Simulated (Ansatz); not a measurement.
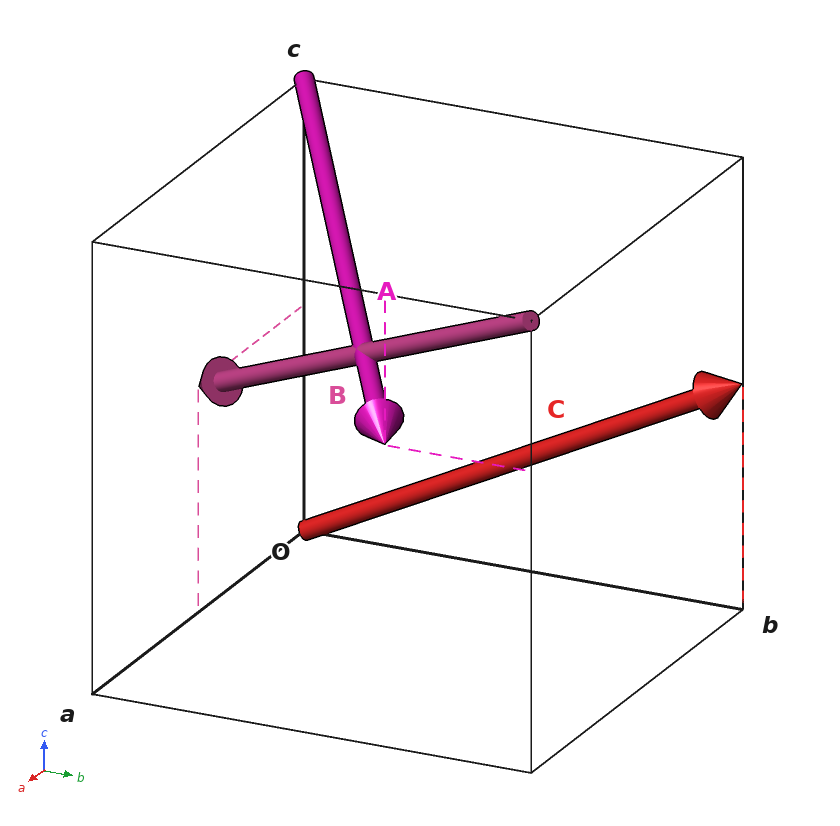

For MoS₂, coordinates from a relaxation with DFT, PBEsol, plane waves, PAW in Ansatz 0.2.0: each arrow starts at a corner of the unit cell and ends on its surface; where a tip isn't a corner, dashed lines run from it parallel to the axes. Symmetry computed with spglib at a tolerance of 0.002 Å; standard conventional cell.

a = 5.803 Å, b = 5.803 Å, c = 5.803 Å, α = 90.00°, β = 90.00°, γ = 90.00°.

Which lattice directions are drawn?

Answer. Arrow A runs from (0, 0, 1) to (1, 2/3, 2/3), so [3 2 −1]; Arrow B runs from (1, 1, 1) to (1/2, 0, 1/2), so [−1 −2 −1]; Arrow C runs from (0, 0, 0) to (0, 1, 1/2), so [0 2 1].

How long is the vector ua + vb + wc in each case, and what angles do the directions make?

Answer. A 21.712 Å; B 14.214 Å; C 12.975 Å. A–B: 130.9°. A–C: 69.0°. B–C: 155.9°.
